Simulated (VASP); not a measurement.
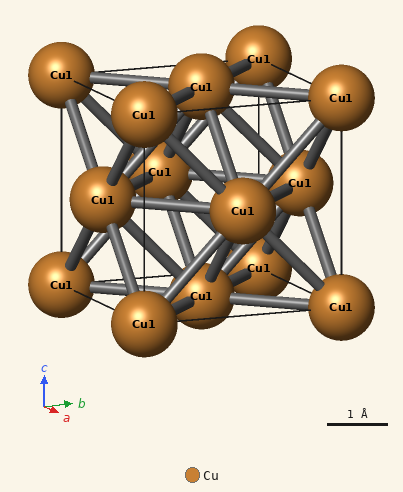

Figure 1. The starting structure (ball-and-stick view of the cell 4 times as large as that of the calculation, set on its symmetry axes, seen slightly off an axis; atoms are numbered from 1 in the order of the input). Near neighbours in the crystal (not all of them lie inside the picture): Cu has 12 Cu at 2.56 Å.

# Geometry relaxation of Cu

- system: Cu (1 atom in the cell)
- method: Kohn-Sham DFT of a periodic cell, PBE, VASP PAW PBE potentials, recommended, no spin polarisation (VASP 6.6.1)

The structure derives from an entry of the Crystallography Open Database.

**OSZICAR**
```
N       E                     dE             d eps       ncg     rms          rms(c)
DAV:   1     0.357115040850E+02    0.35712E+02   -0.57381E+03  4728   0.205E+03
DAV:   2    -0.420195531335E+01   -0.39913E+02   -0.38169E+02  4629   0.197E+02
DAV:   3    -0.462783413058E+01   -0.42588E+00   -0.42512E+00  5424   0.295E+01
DAV:   4    -0.463072484140E+01   -0.28907E-02   -0.28903E-02  5589   0.219E+00
DAV:   5    -0.463075792343E+01   -0.33082E-04   -0.33082E-04  5410   0.189E-01    0.767E+00
DAV:   6    -0.410755733249E+01    0.52320E+00   -0.16918E+01  4856   0.960E+01    0.391E+00
DAV:   7    -0.374049250274E+01    0.36706E+00   -0.26527E+00  4891   0.378E+01    0.580E-01
DAV:   8    -0.372961886515E+01    0.10874E-01   -0.53831E-03  5040   0.129E+00    0.301E-01
DAV:   9    -0.372803503361E+01    0.15838E-02   -0.11212E-02  5120   0.229E+00    0.307E-02
DAV:  10    -0.372803644353E+01   -0.14099E-05   -0.49905E-05  6800   0.145E-01    0.737E-03
DAV:  11    -0.372803547396E+01    0.96958E-06   -0.49173E-07  5216   0.121E-02    0.535E-04
DAV:  12    -0.372803548986E+01   -0.15906E-07   -0.30549E-08  2929   0.344E-03
   1 F= -.37280355E+01 E0= -.37273782E+01  d E =-.372804E+01
       N       E                     dE             d eps       ncg     rms          rms(c)
DAV:   1    -0.387195505331E+01   -0.14392E+00   -0.28225E+00  4832   0.443E+01    0.307E+00
DAV:   2    -0.377549534801E+01    0.96460E-01   -0.20910E+00  4830   0.325E+01    0.123E+00
DAV:   3    -0.373309051056E+01    0.42405E-01   -0.35228E-01  4788   0.138E+01    0.472E-01
DAV:   4    -0.372899868284E+01    0.40918E-02   -0.92917E-03  6886   0.151E+00    0.577E-02
DAV:   5    -0.372895858377E+01    0.40099E-04   -0.32677E-04  5073   0.415E-01    0.151E-02
DAV:   6    -0.372895761078E+01    0.97299E-06   -0.74428E-06  6569   0.486E-02    0.155E-03
DAV:   7    -0.372895783347E+01   -0.22270E-06   -0.20719E-07  2986   0.964E-03    0.189E-04
DAV:   8    -0.372895778085E+01    0.52627E-07   -0.11885E-08  2553   0.185E-03
   2 F= -.37289578E+01 E0= -.37282819E+01  d E =-.922291E-03
```

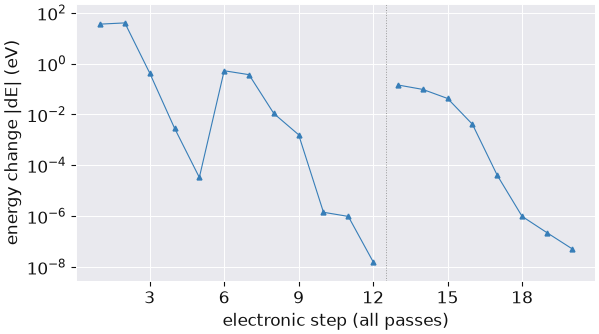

Figure 2. Convergence of the self-consistent field: energy change |dE| against the electronic step. Each stretch between dotted lines is the SCF of one geometry step of a relaxation. The 2 ionic steps take 8 to 12 electronic steps each. The density is held fixed in the first few steps, and dE rises again when its update begins.

**Parts of OUTCAR**
```
PREC = Accurate
   ENCUT = 520
   EDIFF = 1E-7
   ISMEAR = 0
   LREAL = F
   LASPH = T
   NELM = 80
   ISIF = 3
   GGA = PE
   IBRION = 2
   NSW = 80
   EDIFFG = -0.15

 ion  position               nearest neighbor table
   1  0.000  0.000  0.000-

  LATTYP: Found a face centered cubic cell.
 ALAT       =     3.6150000000

  Lattice vectors:

 A1 = (   0.0000000000,   1.8075000000,   1.8075000000)
 A2 = (   1.8075000000,   0.0000000000,   1.8075000000)
 A3 = (   1.8075000000,   1.8075000000,   0.0000000000)

Analysis of symmetry for initial positions (statically):
=====================================================================
 Subroutine PRICEL returns:
 Original cell was already a primitive cell.

 Routine SETGRP: Setting up the symmetry group for a
 face centered cubic supercell.

 Subroutine GETGRP returns: Found 48 space group operations
 (whereof 48 operations were pure point group operations)
 out of a pool of 48 trial point group operations.

The static configuration has the point symmetry O_h .

Analysis of symmetry for dynamics (positions and initial velocities):
=====================================================================
 Subroutine PRICEL returns:
 Original cell was already a primitive cell.

 Routine SETGRP: Setting up the symmetry group for a
 face centered cubic supercell.

 Subroutine GETGRP returns: Found 48 space group operations
 (whereof 48 operations were pure point group operations)
 out of a pool of 48 trial point group operations.

The dynamic configuration has the point symmetry O_h .

 Subroutine INISYM returns: Found 48 space group operations
 (whereof 48 operations are pure point group operations),
 and found     1 'primitive' translations

----------------------------------------------------------------------------------------

                                     Primitive cell

  volume of cell :      11.8104

  direct lattice vectors                    reciprocal lattice vectors
     0.000000000  1.807500000  1.807500000    -0.276625173  0.276625173  0.276625173
     1.807500000  0.000000000  1.807500000     0.276625173 -0.276625173  0.276625173
     1.807500000  1.807500000  0.000000000     0.276625173  0.276625173 -0.276625173

  length of vectors
     2.556191014  2.556191014  2.556191014     0.479128854  0.479128854  0.479128854

  position of ions in fractional coordinates (direct lattice)
     0.000000000  0.000000000  0.000000000

  ion indices of the primitive-cell ions
   primitive index   ion index
                 1           1

----------------------------------------------------------------------------------------

 KPOINTS: regular mesh

Automatic generation of k-mesh.
 Grid dimensions read from file:
 generate k-points for:   20   20   20

 Generating k-lattice:

  Cartesian coordinates                     Fractional coordinates (reciprocal lattice)
    -0.013831259  0.013831259  0.013831259     0.050000000  0.000000000  0.000000000
     0.013831259 -0.013831259  0.013831259     0.000000000  0.050000000  0.000000000
     0.013831259  0.013831259 -0.013831259     0.000000000  0.000000000  0.050000000

  Length of vectors
     0.023956443  0.023956443  0.023956443

  Shift w.r.t. Gamma in fractional coordinates (k-lattice)
     0.000000000  0.000000000  0.000000000

 Subroutine IBZKPT returns following result:
 ===========================================

 Found    256 irreducible k-points:

 Following reciprocal coordinates:
            Coordinates               Weight
  0.000000  0.000000  0.000000      1.000000
  0.050000  0.000000  0.000000      8.000000
  0.100000  0.000000  0.000000      8.000000
  0.150000  0.000000  0.000000      8.000000
  0.200000  0.000000  0.000000      8.000000
  0.250000  0.000000  0.000000      8.000000
  0.300000  0.000000  0.000000      8.000000
  0.350000  0.000000  0.000000      8.000000
  0.400000  0.000000  0.000000      8.000000
  0.450000  0.000000  0.000000      8.000000
  0.500000  0.000000  0.000000      4.000000
  0.050000  0.050000  0.000000      6.000000
  0.100000  0.050000  0.000000     24.000000
  0.150000  0.050000  0.000000     24.000000
  0.200000  0.050000  0.000000     24.000000
  0.250000  0.050000  0.000000     24.000000
  0.300000  0.050000  0.000000     24.000000
  0.350000  0.050000  0.000000     24.000000
  0.400000  0.050000  0.000000     24.000000
  0.450000  0.050000  0.000000     24.000000
  0.500000  0.050000  0.000000     24.000000
 -0.450000  0.050000  0.000000     24.000000
 -0.400000  0.050000  0.000000     24.000000
 -0.350000  0.050000  0.000000     24.000000
 [... further k-points ...]
   k-points           NKPTS =    256   k-points in BZ     NKDIM =    256   number of bands    NBANDS=      9
   number of dos      NEDOS =    301   number of ions     NIONS =      1
   total plane-waves  NPLWV =   8000
   dimension x,y,z NGX =    20 NGY =   20 NGZ =   20
   dimension x,y,z NGXF=    40 NGYF=   40 NGZF=   40
   ions per type =               1
   NGX,Y,Z   is equivalent  to a cutoff of  13.01, 13.01, 13.01 a.u.
   NGXF,Y,Z  is equivalent  to a cutoff of  26.01, 26.01, 26.01 a.u.
 SYSTEM =  unknown system
   PREC   = accura    normal or accurate (medium, high low for compatibility)
   ISTART =      0    job   : 0-new  1-cont  2-samecut
   ICHARG =      2    charge: 1-file 2-atom 10-const
   ISPIN  =      1    spin polarized calculation?
   LNONCOLLINEAR =      F non collinear calculations
   LSORBIT =      F    spin-orbit coupling
   LASPH  =      T    aspherical Exc in radial PAW
   ENCUT  =  520.0 eV  38.22 Ry    6.18 a.u.   4.75  4.75  4.75*2*pi/ulx,y,z
   NELM   =     80;   NELMIN=  2; NELMDL= -5     # of ELM steps
   EDIFF  = 0.1E-06   stopping-criterion for ELM
   LREAL  =      F    real-space projection
   EDIFFG = -.1E+00   stopping-criterion for IOM
   NSW    =     80    number of steps for IOM
   IBRION =      2    ionic relax: 0-MD 1-quasi-New 2-CG
   NFREE  =      1    steps in history (QN), initial steepest desc. (CG)
   ISIF   =      3    stress and relaxation
   ISYM   =      2    0-nonsym 1-usesym 2-fastsym
   POTIM  = 0.5000    time-step for ionic-motion
   TEBEG  =    0.0;   TEEND  =   0.0 temperature during run
   PSTRESS=    0.0 pullay stress
   NELECT =      11.0000    total number of electrons
   NUPDOWN=      -1.0000    fix difference up-down
   EMIN   =  10.00;   EMAX   =-10.00  energy-range for DOS
   EFERMI =   0.00;   METHOD = LEGACY
   ISMEAR =     0;   SIGMA  =   0.10  broadening in eV -4-tet -1-fermi 0-gaus
   EFERMI_NEDOS =   21; number of points for ismear=-14 and -15
   IALGO  =     38    algorithm
   IMIX   =      4    mixing-type and parameters
     AMIX     =   0.40;   BMIX     =  1.00
     AMIX_MAG =   1.60;   BMIX_MAG =  1.00
  volume/ion in A,a.u.               =      11.81        79.70
  Fermi-wavevector in a.u.,A,eV,Ry     =   1.598763  3.021224 34.777078  2.556043
  Thomas-Fermi vector in A             =   2.696162
   LORBIT       =      0    0 simple, 1 ext, 2 COOP (PROOUT), +10 PAW based schemes
   GGA     = PE    functional components
   LHFCALC =     F    Hartree Fock is set to
   AEXX    =    0.0000 exact exchange contribution
   IVDW    =     0    specifies the selected vdW correction
   LEPSILON=     F    determine dielectric tensor
   LRPA    =     F    only Hartree local field effects (RPA)
 conjugate gradient relaxation of ions
 non-spin polarized calculation
 Gauss-broadening in eV      SIGMA  =   0.10
  energy-cutoff  :      520.00
  volume of cell :       11.81
 maximum number of plane-waves:       332
   NGX =  9   NGY =  9   NGZ =  9

--------------------------------------- Ionic step        1  -------------------------------------------

 number of electron      11.0000001 magnetization

 Free energy of the ion-electron system (eV)
  ---------------------------------------------------
  ext. energy  EPLUGINS =         0.00000000
  ---------------------------------------------------
  free energy    TOTEN  =        -3.72803549 eV

  energy without entropy =       -3.72672100  energy(sigma->0) =       -3.72737825

------------------------ aborting loop because EDIFF is reached ----------------------------------------

  FORCE on cell =-STRESS in cart. coord.  units (eV):
  Direction    XX          YY          ZZ          XY          YZ          ZX
  --------------------------------------------------------------------------------------
  -------------------------------------------------------------------------------------
  Total        0.1701115      0.1701115      0.1701115      0.0000000      0.0000000      0.0000000
  in kB       23.0770063     23.0770063     23.0770063      0.0000000      0.0000000      0.0000000
  external PRESSURE =      23.0770063 kB  Pullay stress =       0.0000000 kB

 VOLUME and BASIS-vectors are now :
 -----------------------------------------------------------------------------
  energy-cutoff  :      520.00
  volume of cell :       11.81
      direct lattice vectors                 reciprocal lattice vectors
     0.000000000  1.807500000  1.807500000    -0.276625173  0.276625173  0.276625173
     1.807500000  0.000000000  1.807500000     0.276625173 -0.276625173  0.276625173
     1.807500000  1.807500000  0.000000000     0.276625173  0.276625173 -0.276625173

 POSITION                                       TOTAL-FORCE (eV/Angst)
 -----------------------------------------------------------------------------------
      0.00000      0.00000      0.00000         0.000000     -0.000000      0.000000
 -----------------------------------------------------------------------------------
    total drift:                                0.000000      0.000000      0.000000

  FREE ENERGIE OF THE ION-ELECTRON SYSTEM (eV)
  ---------------------------------------------------
  free  energy   TOTEN  =        -3.7280354899 eV

  energy  without entropy=       -3.7267210023  energy(sigma->0) =       -3.72737825

--------------------------------------- Ionic step        2  -------------------------------------------

 number of electron      10.9999994 magnetization

 Free energy of the ion-electron system (eV)
  ---------------------------------------------------
  ext. energy  EPLUGINS =         0.00000000
  ---------------------------------------------------
  free energy    TOTEN  =        -3.72895778 eV

  energy without entropy =       -3.72760603  energy(sigma->0) =       -3.72828190

 E-fermi :   7.2593     XC(G=0): -12.5838     alpha+bet :-13.0989

 val. band max:        7.2354562658   @ k =   0.5000   0.2500   0.1000
 cond. band min:       7.3000870058   @ k =   0.5000   0.3500   0.1500
 fundamental gap:      0.0646307401
 Fermi energy:         7.2593149524

 k-point     1 :       0.0000    0.0000    0.0000
  band No.  band energies     occupation
      1      -1.8805      2.00000
      2       4.3343      2.00000
      3       4.3343      2.00000
      4       4.3343      2.00000
      5       5.1256      2.00000
      6       5.1256      2.00000
      7      29.6829      0.00000
      8      32.1377      0.00000
      9      32.1377      0.00000

 k-point     2 :       0.0500    0.0000    0.0000
  band No.  band energies     occupation
      1      -1.7909      2.00000
      2       4.3156      2.00000
      3       4.3511      2.00000
      4       4.3511      2.00000
      5       5.1189      2.00000
      6       5.1189      2.00000
      7      29.1611      0.00000
      8      30.9497      0.00000
      9      31.8336      0.00000

 k-point     3 :       0.1000    0.0000    0.0000
  band No.  band energies     occupation
      1      -1.5244      2.00000
      2       4.2640      2.00000
      3       4.3962      2.00000
      4       4.3962      2.00000
      5       5.1039      2.00000
      6       5.1039      2.00000
      7      27.0920      0.00000
      8      30.3646      0.00000
      9      31.2447      0.00000

 k-point     4 :       0.1500    0.0000    0.0000
  band No.  band energies     occupation
      1      -1.0888      2.00000
      2       4.1920      2.00000
      3       4.4518      2.00000
      4       4.4518      2.00000
      5       5.0971      2.00000
      6       5.0971      2.00000
      7      24.5376      0.00000
      8      30.1463      0.00000
      9      30.6555      0.00000

 k-point     5 :       0.2000    0.0000    0.0000
  band No.  band energies     occupation
      1      -0.5004      2.00000
      2       4.1226      2.00000
      3       4.4886      2.00000
      4       4.4886      2.00000
      5       5.1251      2.00000
      6       5.1251      2.00000
      7      21.9865      0.00000
      8      29.8833      0.00000
      9      30.1450      0.00000

 [... the levels of 18 k-points are left out ...]

 k-point    24 :      -0.3500    0.0500    0.0000
  band No.  band energies     occupation
      1       1.8838      2.00000
      2       4.3603      2.00000
      3       4.3985      2.00000
      4       4.5373      2.00000
      5       5.4300      2.00000
      6       5.7047      2.00000
      7      14.4235      0.00000
      8      26.7966      0.00000
      9      29.2029      0.00000

 [... further k-points ...]

------------------------ aborting loop because EDIFF is reached ----------------------------------------

  FORCE on cell =-STRESS in cart. coord.  units (eV):
  Direction    XX          YY          ZZ          XY          YZ          ZX
  --------------------------------------------------------------------------------------
  -------------------------------------------------------------------------------------
  Total       -0.0903980     -0.0903980     -0.0903980     -0.0000000     -0.0000000      0.0000000
  in kB      -11.9661832    -11.9661832    -11.9661832     -0.0000000     -0.0000000      0.0000000
  external PRESSURE =     -11.9661832 kB  Pullay stress =       0.0000000 kB

 VOLUME and BASIS-vectors are now :
 -----------------------------------------------------------------------------
  energy-cutoff  :      520.00
  volume of cell :       12.10
      direct lattice vectors                 reciprocal lattice vectors
     0.000000000  1.822333488  1.822333488    -0.274373490  0.274373490  0.274373490
     1.822333488 -0.000000000  1.822333488     0.274373490 -0.274373490  0.274373490
     1.822333488  1.822333488  0.000000000     0.274373490  0.274373490 -0.274373490

 POSITION                                       TOTAL-FORCE (eV/Angst)
 -----------------------------------------------------------------------------------
      1.82233      3.64467      1.82233        -0.000000     -0.000000      0.000000
 -----------------------------------------------------------------------------------
    total drift:                                0.000000      0.000000     -0.000000

  FREE ENERGIE OF THE ION-ELECTRON SYSTEM (eV)
  ---------------------------------------------------
  free  energy   TOTEN  =        -3.7289577808 eV

  energy  without entropy=       -3.7276060255  energy(sigma->0) =       -3.72828190

 reached required accuracy - stopping structural energy minimisation
```

**CONTCAR**
```
Cu
   1.00000000000000
     0.0000000000000000    1.8223334884811231    1.8223334884811231
     1.8223334884811231   -0.0000000000000000    1.8223334884811231
     1.8223334884811231    1.8223334884811231    0.0000000000000000
  Cu
     1
Direct
     1.0000000000000000    0.0000000000000000    1.0000000000000000

  0.00000000E+00  0.00000000E+00  0.00000000E+00
```

**Trajectory as extended XYZ (Å, eV, eV/Å), 2 frames, from step=0 to step=1**
```
1
Lattice="0.0000 1.8075 1.8075 1.8075 0.0000 1.8075 1.8075 1.8075 0.0000" Properties=species:S:1:pos:R:3:forces:R:3 step=0 energy=-3.72804
Cu    0.0000    0.0000    0.0000    0.0000   0.0000   0.0000
1
Lattice="0.0000 1.8223 1.8223 1.8223 -0.0000 1.8223 1.8223 1.8223 0.0000" Properties=species:S:1:pos:R:3:forces:R:3 step=1 energy=-3.72896
Cu    1.8223    3.6447    1.8223    0.0000   0.0000   0.0000
```

This output came from the following input.

**INCAR**
```
PREC = Accurate
ENCUT = 520
EDIFF = 1E-7
ISMEAR = 0
SIGMA = 0.1
LREAL = F
LASPH = T
NELM = 80
ALGO = Normal
ISIF = 3
LWAVE = F
LCHARG = F
GGA = PE
IBRION = 2
NSW = 80
EDIFFG = -0.15
```

**KPOINTS**
```
regular mesh
0
Gamma
  20 20 20
```

**POSCAR**
```
Cu
1.0
    0.0000000000      1.8075000000      1.8075000000
    1.8075000000      0.0000000000      1.8075000000
    1.8075000000      1.8075000000      0.0000000000
Cu
1
Direct
    0.0000000000      0.0000000000      0.0000000000
```

Command:
```bash
cat potpaw_PBE.64/Cu/POTCAR > POTCAR
mpirun -np 1 vasp_std > vasp.out
```

**Key numbers**

```tsv
quantity	value
outcome	converged
space group (tolerance 0.01 Å)	Fm-3m (225)
electrons treated	11
free energy	−3.7290 eV
Fermi energy	7.259 eV
gap on the k-point mesh	none (metallic)
pressure	−1.20 GPa
final volume	12.10 Å³
largest force (length of the vector) at the end	under 0.001 eV/Å
final cell	a = 2.577 Å, b = 2.577 Å, c = 2.577 Å, α = 60.00°, β = 60.00°, γ = 60.00°
hardware	1 thread of Intel Xeon @ 2.50GHz (Skylake/Cascade Lake), 64 GiB of memory available, shared host
wall time	33 s
peak memory	0.14 GiB
```
